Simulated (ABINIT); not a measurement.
**Run report: Ge, elastic calculation (part 2 of 2)**

The same run, continued: Ge (Fd-3m, 2 atoms in the cell); Kohn-Sham DFT of a periodic cell, LDA, PseudoDojo NC SR LDA v0.4.1 standard, no spin polarisation (ABINIT 10.8.3); cutoff 1061.24 eV, 4×4×4 k-mesh, fermi-dirac of 0.05 eV. The structure derives from an entry of the Crystallography Open Database. The settings are looser than a standard set-up, so the numbers are not reference values.

Geometry of the input (Å; fractional positions):
```
0.0000  2.8113  2.8113
2.8113  0.0000  2.8113
2.8113  2.8113  0.0000
Ge 0.7500  0.7500  0.7500
Ge 0.5000  0.5000  0.5000
```

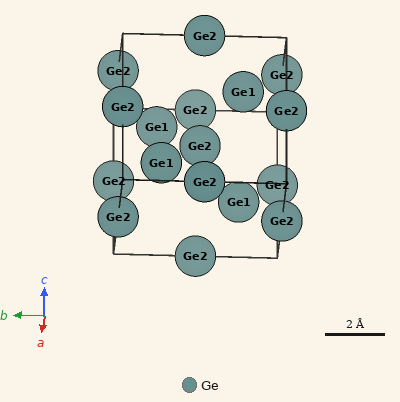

Fig. 1: The input geometry (spheres-only view of the cell 4 times as large as that of the calculation, set on its symmetry axes, seen at an oblique angle; atoms are numbered from 1 in the order of the input).

### Output, continued
```
================================================================================

 The perturbation idir=   2  ipert=   1 is
 symmetric of a previously calculated perturbation.
 So, its SCF calculation is not needed.

 The perturbation idir=   3  ipert=   1 is
 symmetric of a previously calculated perturbation.
 So, its SCF calculation is not needed.

 The perturbation idir=   1  ipert=   2 is
 symmetric of a previously calculated perturbation.
 So, its SCF calculation is not needed.

 The perturbation idir=   2  ipert=   2 is
 symmetric of a previously calculated perturbation.
 So, its SCF calculation is not needed.

 The perturbation idir=   3  ipert=   2 is
 symmetric of a previously calculated perturbation.
 So, its SCF calculation is not needed.

--------------------------------------------------------------------------------
 Perturbation wavevector (in red.coord.)   0.000000  0.000000  0.000000
 Perturbation : displacement of atom   1   along direction   1
 Found     2 symmetries that leave the perturbation invariant.
 symkpt : the number of k-points, thanks to the symmetries,
 is reduced to    72 .

--------------------------------------------------------------------------------

--------------------------------------------------------------------------------

 dfpt_looppert : total number of electrons, from k and k+q
  fully or partially occupied states are    2.800000E+01 and    2.800000E+01.
 Initialisation of the first-order wave-functions :
  ireadwf=   0

--- !BeginCycle
iteration_state: {dtset: 2, }
solver: {iscf: 7, nstep: 80, nline: 4, wfoptalg: 0, }
tolerances: {tolvrs: 1.00E-10, }
...

     iter   2DEtotal(Ha)        deltaE(Ha) residm    vres2
-ETOT  1   14.863649119016     -4.060E+04 1.143E+01 4.186E+02
 ETOT  2   6.8508538718854     -8.013E+00 3.667E-02 3.600E+02
 ETOT  3   6.7256832374298     -1.252E-01 9.979E-04 1.291E+01
 ETOT  4   6.7231108618691     -2.572E-03 7.105E-05 1.294E-01
 ETOT  5   6.7230921856719     -1.868E-05 3.707E-06 8.047E-03
 ETOT  6   6.7230896758813     -2.510E-06 2.524E-07 1.519E-03
 ETOT  7   6.7230891816473     -4.942E-07 1.429E-08 1.648E-06
 ETOT  8   6.7230891813490     -2.983E-10 1.488E-09 1.680E-07
 ETOT  9   6.7230891813635      1.455E-11 8.694E-11 3.114E-09
 ETOT 10   6.7230891812544     -1.091E-10 8.589E-12 3.007E-11

 At SCF step   10       vres2   =  3.01E-11 < tolvrs=  1.00E-10 =>converged.
================================================================================

 ----iterations are completed or convergence reached----

 Mean square residual over all n,k,spin=   32.373E-15; max=  85.888E-13

 2DEtotal=    0.6723089181E+01 Ha. Also 2DEtotal=    0.182944576477E+03 eV
    (2DErelax=   -4.0609209248E+04 Ha. 2DEnonrelax=    4.0615932338E+04 Ha)
    (  non-var. 2DEtotal :    6.7230912414E+00 Ha)

--------------------------------------------------------------------------------
 Perturbation wavevector (in red.coord.)   0.000000  0.000000  0.000000
 Found    16 symmetries that leave the perturbation invariant.
 symkpt : the number of k-points, thanks to the symmetries,
 is reduced to    20 .

--------------------------------------------------------------------------------

--------------------------------------------------------------------------------

 dfpt_looppert : total number of electrons, from k and k+q
  fully or partially occupied states are    2.800000E+01 and    2.800000E+01.
 Initialisation of the first-order wave-functions :
  ireadwf=   0

--- !BeginCycle
iteration_state: {dtset: 2, }
solver: {iscf: 7, nstep: 80, nline: 4, wfoptalg: 0, }
tolerances: {tolvrs: 1.00E-10, }
...

     iter   2DEtotal(Ha)        deltaE(Ha) residm    vres2
-ETOT  1   26.742008629946     -3.681E+02 7.852E-01 7.383E+04
 ETOT  2   3.4751550500839     -2.327E+01 4.265E-02 4.824E+03
 ETOT  3   1.2692596538774     -2.206E+00 5.313E-03 7.323E+01
 ETOT  4   1.2561465650524     -1.311E-02 1.997E-04 2.532E+00
 ETOT  5   1.2558761672105     -2.704E-04 5.157E-05 5.114E-02
 ETOT  6   1.2558723283580     -3.839E-06 4.908E-07 2.996E-04
 ETOT  7   1.2558722789771     -4.938E-08 1.124E-07 1.762E-06
 ETOT  8   1.2558722788104     -1.668E-10 1.778E-09 6.164E-09
 ETOT  9   1.2558722788143      3.979E-12 3.311E-10 7.340E-11

 At SCF step    9       vres2   =  7.34E-11 < tolvrs=  1.00E-10 =>converged.
================================================================================

 ----iterations are completed or convergence reached----

 Mean square residual over all n,k,spin=   13.902E-13; max=  33.109E-11

 2DEtotal=    0.1255872279E+01 Ha. Also 2DEtotal=    0.341740256544E+02 eV
    (2DErelax=   -3.9354432149E+02 Ha. 2DEnonrelax=    3.9480019377E+02 Ha)
    (  non-var. 2DEtotal :    1.2558712892E+00 Ha)

--------------------------------------------------------------------------------
 Perturbation wavevector (in red.coord.)   0.000000  0.000000  0.000000
 Found    16 symmetries that leave the perturbation invariant.
 symkpt : the number of k-points, thanks to the symmetries,
 is reduced to    20 .

--------------------------------------------------------------------------------

--------------------------------------------------------------------------------

 dfpt_looppert : total number of electrons, from k and k+q
  fully or partially occupied states are    2.800000E+01 and    2.800000E+01.
 Initialisation of the first-order wave-functions :
  ireadwf=   0

--- !BeginCycle
iteration_state: {dtset: 2, }
solver: {iscf: 7, nstep: 80, nline: 4, wfoptalg: 0, }
tolerances: {tolvrs: 1.00E-10, }
...

     iter   2DEtotal(Ha)        deltaE(Ha) residm    vres2
-ETOT  1   26.740260070711     -3.681E+02 7.469E-01 7.383E+04
 ETOT  2   3.4750106388745     -2.327E+01 4.265E-02 4.824E+03
 ETOT  3   1.2692602266253     -2.206E+00 5.313E-03 7.319E+01
 ETOT  4   1.2561460404186     -1.311E-02 1.997E-04 2.533E+00
 ETOT  5   1.2558757953725     -2.702E-04 5.156E-05 5.113E-02
 ETOT  6   1.2558719624724     -3.833E-06 4.905E-07 2.972E-04
 ETOT  7   1.2558719135355     -4.894E-08 1.123E-07 1.756E-06
 ETOT  8   1.2558719133746     -1.608E-10 1.778E-09 6.117E-09
 ETOT  9   1.2558719133749      2.274E-13 3.310E-10 7.527E-11

 At SCF step    9       vres2   =  7.53E-11 < tolvrs=  1.00E-10 =>converged.
================================================================================

 ----iterations are completed or convergence reached----

 Mean square residual over all n,k,spin=   13.927E-13; max=  33.096E-11

 2DEtotal=    0.1255871913E+01 Ha. Also 2DEtotal=    0.341740157103E+02 eV
    (2DErelax=   -3.9354432185E+02 Ha. 2DEnonrelax=    3.9480019376E+02 Ha)
    (  non-var. 2DEtotal :    1.2558709085E+00 Ha)

--------------------------------------------------------------------------------
 Perturbation wavevector (in red.coord.)   0.000000  0.000000  0.000000
 Found    16 symmetries that leave the perturbation invariant.
 symkpt : the number of k-points, thanks to the symmetries,
 is reduced to    20 .

--------------------------------------------------------------------------------

--------------------------------------------------------------------------------

 dfpt_looppert : total number of electrons, from k and k+q
  fully or partially occupied states are    2.800000E+01 and    2.800000E+01.
 Initialisation of the first-order wave-functions :
  ireadwf=   0

--- !BeginCycle
iteration_state: {dtset: 2, }
solver: {iscf: 7, nstep: 80, nline: 4, wfoptalg: 0, }
tolerances: {tolvrs: 1.00E-10, }
...

     iter   2DEtotal(Ha)        deltaE(Ha) residm    vres2
-ETOT  1   26.740639978009     -3.681E+02 7.469E-01 7.383E+04
 ETOT  2   3.4749005637705     -2.327E+01 4.265E-02 4.824E+03
 ETOT  3   1.2692574264627     -2.206E+00 5.313E-03 7.323E+01
 ETOT  4   1.2561461414893     -1.311E-02 1.997E-04 2.531E+00
 ETOT  5   1.2558758014387     -2.703E-04 5.157E-05 5.115E-02
 ETOT  6   1.2558719638404     -3.838E-06 4.907E-07 2.999E-04
 ETOT  7   1.2558719143295     -4.951E-08 1.124E-07 1.767E-06
 ETOT  8   1.2558719141651     -1.644E-10 1.778E-09 6.155E-09
 ETOT  9   1.2558719141655      4.547E-13 3.310E-10 7.391E-11

 At SCF step    9       vres2   =  7.39E-11 < tolvrs=  1.00E-10 =>converged.
================================================================================

 ----iterations are completed or convergence reached----

 Mean square residual over all n,k,spin=   13.871E-13; max=  33.104E-11

 2DEtotal=    0.1255871914E+01 Ha. Also 2DEtotal=    0.341740157318E+02 eV
    (2DErelax=   -3.9354432185E+02 Ha. 2DEnonrelax=    3.9480019376E+02 Ha)
    (  non-var. 2DEtotal :    1.2558709159E+00 Ha)

--------------------------------------------------------------------------------
 Perturbation wavevector (in red.coord.)   0.000000  0.000000  0.000000
 Found     8 symmetries that leave the perturbation invariant.
 symkpt : the number of k-points, thanks to the symmetries,
 is reduced to    40 .

--------------------------------------------------------------------------------

--------------------------------------------------------------------------------

 dfpt_looppert : total number of electrons, from k and k+q
  fully or partially occupied states are    2.800000E+01 and    2.800000E+01.
 Initialisation of the first-order wave-functions :
  ireadwf=   0

--- !BeginCycle
iteration_state: {dtset: 2, }
solver: {iscf: 7, nstep: 80, nline: 4, wfoptalg: 0, }
tolerances: {tolvrs: 1.00E-10, }
...

     iter   2DEtotal(Ha)        deltaE(Ha) residm    vres2
-ETOT  1   6.9154511110966     -2.337E+02 7.151E-01 2.666E+04
 ETOT  2   1.0080072343924     -5.907E+00 1.831E-02 3.775E+02
 ETOT  3  0.90225835893529     -1.057E-01 8.719E-04 1.208E+02
 ETOT  4  0.87097014162237     -3.129E-02 8.479E-05 5.629E+00
 ETOT  5  0.86961505510073     -1.355E-03 1.612E-05 1.413E-01
 ETOT  6  0.86960378579534     -1.127E-05 1.437E-06 4.692E-04
 ETOT  7  0.86960373921142     -4.658E-08 1.149E-07 4.280E-06
 ETOT  8  0.86960373840333     -8.081E-10 9.893E-09 1.162E-08
 ETOT  9  0.86960373840487      1.535E-12 7.148E-10 1.911E-10
 ETOT 10  0.86960373840276     -2.103E-12 6.917E-11 4.713E-13

 At SCF step   10       vres2   =  4.71E-13 < tolvrs=  1.00E-10 =>converged.
================================================================================

 ----iterations are completed or convergence reached----

 Mean square residual over all n,k,spin=   18.527E-14; max=  69.171E-12

 2DEtotal=    0.8696037384E+00 Ha. Also 2DEtotal=    0.236631232066E+02 eV
    (2DErelax=   -2.3979570775E+02 Ha. 2DEnonrelax=    2.4066531149E+02 Ha)
    (  non-var. 2DEtotal :    8.6960372844E-01 Ha)

--------------------------------------------------------------------------------
 Perturbation wavevector (in red.coord.)   0.000000  0.000000  0.000000
 Found     8 symmetries that leave the perturbation invariant.
 symkpt : the number of k-points, thanks to the symmetries,
 is reduced to    40 .

--------------------------------------------------------------------------------

--------------------------------------------------------------------------------

 dfpt_looppert : total number of electrons, from k and k+q
  fully or partially occupied states are    2.800000E+01 and    2.800000E+01.
 Initialisation of the first-order wave-functions :
  ireadwf=   0

--- !BeginCycle
iteration_state: {dtset: 2, }
solver: {iscf: 7, nstep: 80, nline: 4, wfoptalg: 0, }
tolerances: {tolvrs: 1.00E-10, }
...

     iter   2DEtotal(Ha)        deltaE(Ha) residm    vres2
-ETOT  1   6.9157274147344     -2.337E+02 7.151E-01 2.666E+04
 ETOT  2   1.0080404155422     -5.908E+00 1.831E-02 3.775E+02
 ETOT  3  0.90226127026129     -1.058E-01 8.719E-04 1.208E+02
 ETOT  4  0.87097115885591     -3.129E-02 8.480E-05 5.631E+00
 ETOT  5  0.86961515147594     -1.356E-03 1.612E-05 1.414E-01
 ETOT  6  0.86960387711004     -1.127E-05 1.437E-06 4.698E-04
 ETOT  7  0.86960383035078     -4.676E-08 1.149E-07 4.299E-06
 ETOT  8  0.86960382953784     -8.129E-10 9.895E-09 1.164E-08
 ETOT  9  0.86960382953485     -2.984E-12 7.149E-10 1.898E-10
 ETOT 10  0.86960382953508      2.274E-13 6.918E-11 4.708E-13

 At SCF step   10       vres2   =  4.71E-13 < tolvrs=  1.00E-10 =>converged.
================================================================================

 ----iterations are completed or convergence reached----

 Mean square residual over all n,k,spin=   18.536E-14; max=  69.185E-12

 2DEtotal=    0.8696038295E+00 Ha. Also 2DEtotal=    0.236631256865E+02 eV
    (2DErelax=   -2.3979570766E+02 Ha. 2DEnonrelax=    2.4066531149E+02 Ha)
    (  non-var. 2DEtotal :    8.6960381975E-01 Ha)

--------------------------------------------------------------------------------
 Perturbation wavevector (in red.coord.)   0.000000  0.000000  0.000000
 Found     8 symmetries that leave the perturbation invariant.
 symkpt : the number of k-points, thanks to the symmetries,
 is reduced to    40 .

--------------------------------------------------------------------------------

--------------------------------------------------------------------------------

 dfpt_looppert : total number of electrons, from k and k+q
  fully or partially occupied states are    2.800000E+01 and    2.800000E+01.
 Initialisation of the first-order wave-functions :
  ireadwf=   0

--- !BeginCycle
iteration_state: {dtset: 2, }
solver: {iscf: 7, nstep: 80, nline: 4, wfoptalg: 0, }
tolerances: {tolvrs: 1.00E-10, }
...

     iter   2DEtotal(Ha)        deltaE(Ha) residm    vres2
-ETOT  1   6.9148379864669     -2.338E+02 7.151E-01 2.666E+04
 ETOT  2   1.0079804168334     -5.907E+00 1.831E-02 3.774E+02
 ETOT  3  0.90224847441456     -1.057E-01 8.720E-04 1.207E+02
 ETOT  4  0.87097091725138     -3.128E-02 8.479E-05 5.630E+00
 ETOT  5  0.86961514305451     -1.356E-03 1.612E-05 1.414E-01
 ETOT  6  0.86960387687727     -1.127E-05 1.437E-06 4.695E-04
 ETOT  7  0.86960383012285     -4.675E-08 1.149E-07 4.283E-06
 ETOT  8  0.86960382931621     -8.066E-10 9.895E-09 1.163E-08
 ETOT  9  0.86960382931064     -5.571E-12 7.147E-10 1.915E-10
 ETOT 10  0.86960382931314      2.501E-12 6.918E-11 4.719E-13

 At SCF step   10       vres2   =  4.72E-13 < tolvrs=  1.00E-10 =>converged.
================================================================================

 ----iterations are completed or convergence reached----

 Mean square residual over all n,k,spin=   18.536E-14; max=  69.185E-12

 2DEtotal=    0.8696038293E+00 Ha. Also 2DEtotal=    0.236631256804E+02 eV
    (2DErelax=   -2.3979570766E+02 Ha. 2DEnonrelax=    2.4066531149E+02 Ha)
    (  non-var. 2DEtotal :    8.6960381925E-01 Ha)

================================================================================

 ---- first-order wavefunction calculations are completed ----

 ==> Compute Derivative Database <==

  Dynamical matrix, in cartesian coordinates,
   if specified in the inputs, asr has been imposed
     j1       j2             matrix element
  dir pert dir pert     real part    imaginary part

   1    1   1    1         0.1191053053        -0.0000000000
   1    1   1    2        -0.1191053053         0.0000000000

   2    1   2    1         0.1191053053        -0.0000000000
   2    1   2    2        -0.1191053053         0.0000000000

   3    1   3    1         0.1191053053         0.0000000000
   3    1   3    2        -0.1191053053        -0.0000000000

   1    2   1    1        -0.1191053053        -0.0000000000
   1    2   1    2         0.1191053053         0.0000000000

   2    2   2    1        -0.1191053053        -0.0000000000
   2    2   2    2         0.1191053053         0.0000000000

   3    2   3    1        -0.1191053053         0.0000000000
   3    2   3    2         0.1191053053        -0.0000000000

  Rigid-atom elastic tensor , in cartesian coordinates,
     j1       j2             matrix element
  dir pert dir pert     real part    imaginary part

   1    5   1    5         0.0041880660         0.0000000000
   1    5   2    5         0.0015792771         0.0000000000
   1    5   3    5         0.0015792771         0.0000000000

   2    5   1    5         0.0015792771         0.0000000000
   2    5   2    5         0.0041880648         0.0000000000
   2    5   3    5         0.0015792771         0.0000000000

   3    5   1    5         0.0015792771         0.0000000000
   3    5   2    5         0.0015792771         0.0000000000
   3    5   3    5         0.0041880648         0.0000000000

   1    6   1    6         0.0028999451         0.0000000000

   2    6   2    6         0.0028999454         0.0000000000

   3    6   3    6         0.0028999454         0.0000000000

  Internal strain coupling parameters, in cartesian coordinates,
   zero average net force deriv. has been imposed
     j1       j2             matrix element
  dir pert dir pert     real part    imaginary part

   1    1   1    6        -0.1639562105         0.0000000000

   2    1   2    6        -0.1639561954         0.0000000000

   3    1   3    6        -0.1639561944         0.0000000000

   1    2   1    6         0.1639562105         0.0000000000

   2    2   2    6         0.1639561954         0.0000000000

   3    2   3    6         0.1639561944         0.0000000000

  Phonon wavevector (reduced coordinates) :  0.00000  0.00000  0.00000
 Phonon energies in Hartree :
   0.000000E+00  0.000000E+00  0.000000E+00  1.341536E-03  1.341536E-03
   1.341536E-03
 Phonon frequencies in cm-1    :
   0.000000E+00  0.000000E+00  0.000000E+00  2.944331E+02  2.944331E+02
   2.944331E+02

== END DATASET(S) ==============================================================
================================================================================

 -outvars: echo values of variables after computation  --------
            acell      1.0000000000E+00  1.0000000000E+00  1.0000000000E+00 Bohr
           etotal1    -1.7846991139E+02
           etotal2     8.6960382931E-01
            fcart1     2.9698183807E-31 -9.8993946024E-32 -1.9798789205E-31
                      -2.9698183807E-31  9.8993946024E-32  1.9798789205E-31
            fcart2     0.0000000000E+00  0.0000000000E+00  0.0000000000E+00
                       0.0000000000E+00  0.0000000000E+00  0.0000000000E+00
            rprim      0.0000000000E+00  5.3125195153E+00  5.3125195153E+00
                       5.3125195153E+00  0.0000000000E+00  5.3125195153E+00
                       5.3125195153E+00  5.3125195153E+00  0.0000000000E+00
           strten1     5.2150790959E-06  5.2150790959E-06  5.2150790959E-06
                       0.0000000000E+00  0.0000000000E+00  0.0000000000E+00
           strten2     0.0000000000E+00  0.0000000000E+00  0.0000000000E+00
                       0.0000000000E+00  0.0000000000E+00  0.0000000000E+00
           xangst      4.2168963871E+00  4.2168963871E+00  4.2168963871E+00
                       2.8112642581E+00  2.8112642581E+00  2.8112642581E+00
             xred      7.5000000000E-01  7.5000000000E-01  7.5000000000E-01
                       5.0000000000E-01  5.0000000000E-01  5.0000000000E-01
 Calculation completed.
```

### Summary

```tsv
quantity	value
outcome	converged
space group (tolerance 0.01 Å)	Fd-3m (227)
electrons treated	28
free energy	−4856.4137 eV
Fermi energy	3.970 eV
gap on the k-point mesh	0.58 eV
pressure	−0.15 GPa
largest force (length of the vector)	under 0.001 eV/Å
wall time	3.3 min (CPU time 13 min)
peak memory	0.6 GiB
```

### Remarks

The settings depart from the standard set-up of this series, which can bear on the numbers. Points of doubt noted for this run: k mesh coarse for metal response.
